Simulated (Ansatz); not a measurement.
# Single-point calculation of HfN

System: HfN (F-43m, 2 atoms in the cell).
Method: DFT LDA, scalar-relativistic, plane waves, PAW, no spin polarisation (Ansatz 0.2.0).

The structure derives from a Materials Project entry. Figures and captions count atoms from 1; the log counts them from 0 in places.

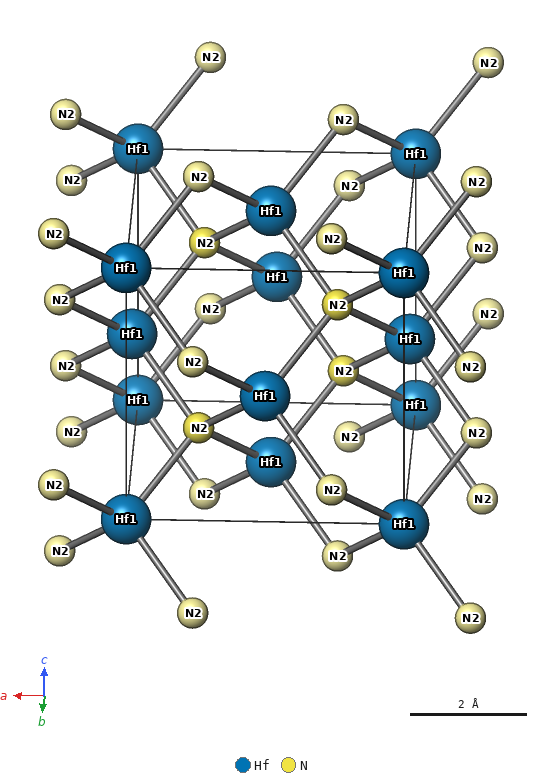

Figure 1. The structure as given in the input (ball-and-stick view of the cell 4 times as large as that of the calculation, set on its symmetry axes, seen at an oblique angle; neighbours outside the cell are drawn fainter; atoms are numbered from 1 in the order of the input). An atom can appear more than once, as a periodic image. Near neighbours in the periodic cell (some may lie outside the picture): Hf has 4 N at 2.09 Å; N has 4 Hf at 2.09 Å.

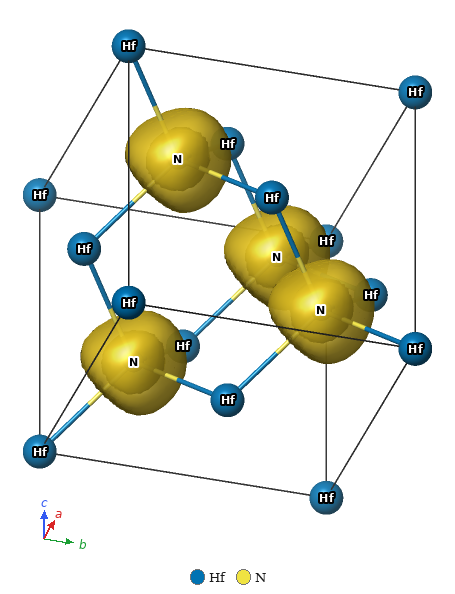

Figure 2. Isosurface of the electron localisation function at 0.75 (yellow), seen at an oblique angle. Core shells and regions of very low density are left out. Sticks mark near contacts. The outline is the cell set on symmetry axes. Profiles from the grid: Hf–N (2.09 Å): the ELF peaks at about 0.80 in the valence shell of N, 0.6 Å from its nucleus, and drops to about 0.25 between the two atoms; no shared pair; the contact is polar. Core electrons are frozen (PAW), so the fields are smoothed inside the atomic spheres.

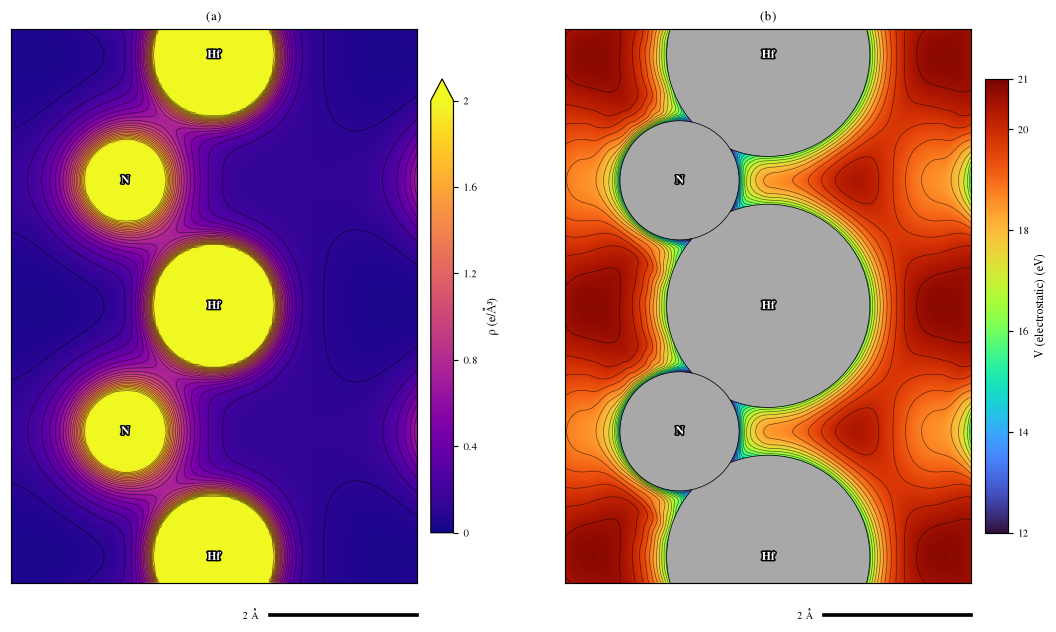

Figure 3. (a) valence electron density; (b) electrostatic potential (local pseudopotential plus Hartree) felt by an electron on the (011) plane of the conventional cell. Grey discs, where drawn, cover atomic cores. Atoms in the plane: Hf and N. Hf–N (2.09 Å): ρ is about 0.81 e/Å³ halfway. Away from the nuclei the density in this plane falls to 0.04 e/Å³ at its lowest. Outside the cores the potential energy rises away from the atoms and is highest about 2.1 Å from the nearest atoms; outside the discs it spans about 8 eV, and its zero is arbitrary.

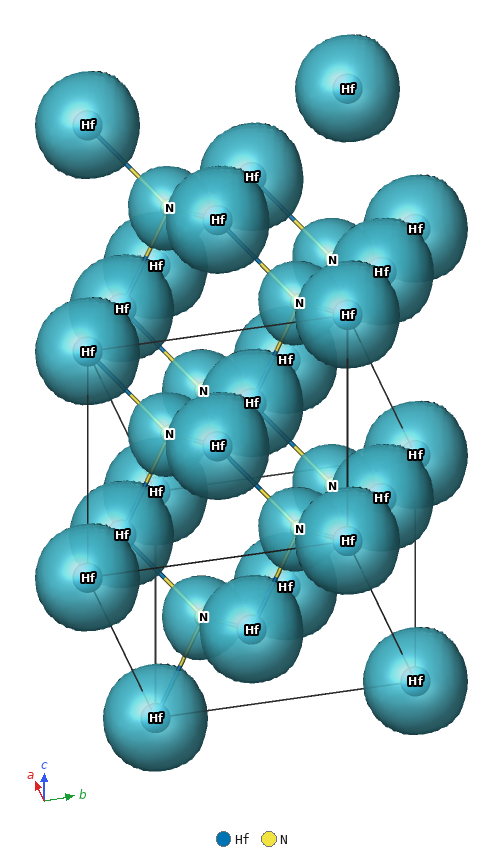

Figure 4. Isosurface of the valence electron density at 1 e/Å³ (cyan), seen at an oblique angle. Sticks mark near contacts. The outline is the cell set on symmetry axes. At this value the density breaks into separate islands; it holds about 80 % of the electrons treated as valence (semicore included). It is pinched off along the Hf–N (2.09 Å) contacts. On the grid the lowest density along these lines, outside the cores, is 0.75 e/Å³ (Hf–N, 2.09 Å).

The input and output of the run follow.

**Input file**
```yaml
crystal:
  lattice:
    - [0.0, 2.4146129775, 2.4146129775]
    - [2.4146129775, 0.0, 2.4146129775]
    - [2.4146129775, 2.4146129775, 0.0]
  atoms:
    - { symbol: Hf, position: [0.0, 0.0, 0.0] }
    - { symbol: "N", position: [0.75, 0.75, 0.75] }
basis:
  ecutwfc: 420
kpoints:
  mp_grid: { grid: [12, 12, 12] }
hamiltonian:
  xc: lda
scf:
  occupations: { method: gaussian, width: 0.15 }
output:
  forces: true
  stress: true
  eigenvalues: true
  write_density: true
  write_potential: true
  elf: true
  volumetric_format: npy
```

Command:
```bash
ansatz run input.yaml --threads 2 --pin off --max-ram 5120MiB --backend cpu --events-out ev --progress --plain --runs-dir out
```

**Log**
```
Engine: ansatz 0.2.0, aarch64-unknown-linux-gnu
Pseudopotentials: kind: paw
Pseudopotential: Hf, paw, valence charge 26, recommended cutoff 420 eV (normal), Hf.paw.azcp
Pseudopotential: N, paw, valence charge 5, recommended cutoff 420 eV (normal), N.paw.azcp
Functional definition: SPW92
  exchange = slater_x
  correlation = pw_c
Crystal: 2 atoms, lattice volume = 28.156 Å³
Basis set: ecut = 420 eV, 537 PW (Γ)
Bands: 20, of which v1, the nominal top of the filled ones, is band 16 counted from 1 (15 counted from 0)
Symmetry: 24 space group operations
Space group: F-43m (ITA 216), of the structure as read, at distance tolerance 3.0e-5 Å
k-points: 72 of 1728 (time reversal used)
Non-local potential: Hf, projectors of the file, l = 0: 3, l = 1: 2, l = 2: 2, l = 3: 3
Non-local potential: N, projectors of the file, l = 0: 2, l = 1: 2, l = 2: 1
PAW form: soft (Blöchl's): semilocal exchange-correlation on the pseudo side does not see the compensation charge
PAW frozen core: Hf, regenerated for the run's functional, and the local potential with it (the file was generated under x = pbe(κ = 0.804, μ = 0.2195149727645171), c = pbe(β = 0.06672455060314922))
PAW frozen core: N, regenerated for the run's functional, and the local potential with it (the file was generated under x = pbe(κ = 0.804, μ = 0.2195149727645171), c = pbe(β = 0.06672455060314922))
PAW one-centre angular grid: Hf, 590 points (default); XC on 64 Gauss nodes
PAW one-centre angular grid: N, 110 points (default); XC on 64 Gauss nodes
Initial density: superposition of atomic densities (neutral atoms: chi_scale 0, normalization atom), corrected by the library's trained network
Initial wavefunctions: pseudopotential atomic-orbital guess
Functional: x = slater, c = lda
SCF iter   1: F=—  HF=-15853.902835 eV  |F-HF|=—  |Δ(HF+E_count)|=         —  Δρ=1.48e-2  dr2=6.78e-2  ethr=1.77e-3  ⟨swp⟩=4.4  Hψ=5664  notcnv=0
preconditioner: auto → Kerker (q_TF=auto, 2.772 Å⁻¹)  [metal: Δε(μ)=0.088 eV  Ē_g=18.470 eV  σ=0.150 eV  W_gap=0.32  n_scr=14 (ndim 8)  ℏωp=37.7 eV  f_vac=0.001  D(μ)=0.99/eV (n_scr^D=8)]
SCF iter   2: F=—  HF=-15853.887538 eV  |F-HF|=—  |Δ(HF+E_count)|=   1.53e-2  Δρ=4.15e-3  dr2=3.61e-3  ethr=2.19e-4  ⟨swp⟩=1.1  Hψ=2030  notcnv=0  defer=5
SCF iter   3: F=—  HF=-15853.887009 eV  |F-HF|=—  |Δ(HF+E_count)|=   5.30e-4  Δρ=2.16e-3  dr2=1.01e-3  ethr=1.17e-5  ⟨swp⟩=2.0  Hψ=2088  notcnv=0  defer=5
SCF iter   4: F=—  HF=-15853.886842 eV  |F-HF|=—  |Δ(HF+E_count)|=   1.67e-4  Δρ=1.12e-3  dr2=3.00e-4  ethr=3.26e-6  ⟨swp⟩=2.3  Hψ=2444  notcnv=0  defer=5
SCF iter   5: F=—  HF=-15853.886796 eV  |F-HF|=—  |Δ(HF+E_count)|=   4.62e-5  Δρ=3.58e-4  dr2=3.61e-5  ethr=9.66e-7  ⟨swp⟩=2.5  Hψ=2364  notcnv=0  defer=5
SCF iter   6: F=—  HF=-15853.886794 eV  |F-HF|=—  |Δ(HF+E_count)|=   1.31e-6  Δρ=9.94e-5  dr2=2.00e-6  ethr=1.17e-7  ⟨swp⟩=2.0  Hψ=2017  notcnv=0  defer=5
SCF iter   7: F=—  HF=-15853.886793 eV  |F-HF|=—  |Δ(HF+E_count)|=   1.84e-6  Δρ=2.54e-5  dr2=1.58e-7  ethr=6.46e-9  ⟨swp⟩=2.4  Hψ=2726  notcnv=0  defer=5
SCF iter   8: F=-15853.886792 eV  HF=-15853.886792 eV  |F-HF|=4.44e-9  |Δ(HF+E_count)|=   1.52e-7  Δρ=6.05e-6  dr2=8.75e-9  ethr=3.23e-10  ⟨swp⟩=10.0  Hψ=9699  notcnv=0
SCF 1 converged in 8 iterations: F = -15853.886792 eV  dr2 = 8.75e-9
  greatest PAW one-centre occupation: 0.998 electrons in one spin orbital (limit 2), on the Hf atom at site 0 (counted from 0), in its partial waves of l = 3
SCF converged after 8 iterations
Free energy (F): -15853.886792 eV
Harris-Foulkes:  -15853.886792 eV  (|F-HF|=4.44e-9)
Internal energy: -15853.875445 eV  (E = F + TS)
E sigma→0 (E₀):  -15853.881119 eV
Entropy (-TS):   -0.011347 eV (-5.674 meV/atom)
Fermi energy:    18.473436 eV
--- Per-component energies (eV) ---
  E_band       = 26.913300
  E_kinetic    = 556.635252
  E_local      = -5532.558683  (includes V_loc(G=0)·N_el)
  E_nonlocal   = -1184.520143
  E_hartree    = 2569.053161
  E_xc         = -357.690144
  E_vxc        = -343.473979  (∫ρ·V_xc dr)
  E_paw        = -6804.789214  (= ΣΔE_a)
  E_vpaw       = 1392.728008  (= ΣTr[D̂ρ^β])
  E_aug_tail   = 0.000088  (compensation charges beyond the density's cutoff)
  E_ewald      = -5102.543048
  E_core_change = 2.537287  (= ΣΔE_core)
  E_smearing   = -0.011347  (= −TS)
  E_closure    = -0.000000  (closes the sum)
  Σ components = -15853.886792   (vs F -15853.886792, Δ=0.00e0)
--- Forces (eV/Å), atoms counted from 1 ---
  atom   1  Hf    -0.00000000     0.00000000     0.00000000
  atom   2  N      0.00000000    -0.00000000     0.00000000
  max |Σ_I F_I| component: 1.85e-16 eV/Å
--- Stress (GPa, compression-positive) ---
        0.119294       0.000000      -0.000000
        0.000000       0.119294       0.000000
       -0.000000      -0.000000       0.119294
  P = ⅓ Tr σ = 0.1193 GPa (1.193 kbar)
--- Band table (eV; the first three rows and the last of 72) ---
  k-point 0: bands = ["-43.8636", "-12.4471", "-12.4471", "-12.4471", "2.1352", "6.1464", "6.1464", "6.1464", "6.2289", "6.2289", "6.2289", "6.3015", "12.7876", "12.7876", "12.7876", "18.0164", "20.6872", "20.6872", "25.3284", "25.3284"]
  k-point 1: bands = ["-43.8618", "-12.4883", "-12.4523", "-12.4523", "2.2282", "6.1468", "6.1484", "6.1484", "6.2255", "6.2255", "6.2290", "6.3060", "12.6371", "12.8438", "12.8438", "18.3900", "20.5625", "20.5625", "25.1365", "25.5146"]
  k-point 2: bands = ["-43.8568", "-12.5986", "-12.4665", "-12.4665", "2.4760", "6.1487", "6.1535", "6.1535", "6.2169", "6.2169", "6.2293", "6.3160", "12.3577", "12.9892", "12.9892", "19.2740", "20.3408", "20.3408", "24.7181", "25.8158"]
  k-point 71: bands = ["-43.8275", "-12.9101", "-12.7566", "-12.6473", "3.8362", "6.1472", "6.1716", "6.1897", "6.1902", "6.1923", "6.2062", "6.2885", "12.6066", "13.2622", "14.8661", "17.1432", "19.8583", "22.1662", "23.7887", "25.3713"]
```

**Results in brief**

```csv
quantity,value
outcome,converged
space group (tolerance 0.01 Å),F-43m (216)
electrons treated,31
free energy,−15853.8868 eV
Fermi energy,18.473 eV
gap on the k-point mesh,none (metallic)
pressure,0.12 GPa
largest force (length of the vector),under 0.001 eV/Å
hardware,"2 threads of Arm Neoverse V2, 24 GiB of memory available, shared host"
wall time,2.5 s (CPU time 4.8 s)
peak memory,0.33 GiB
```

Spin–orbit coupling is left out, which matters for Hf. The cell holds an odd number of electrons but the run has no spin polarisation, so a band is left half filled.
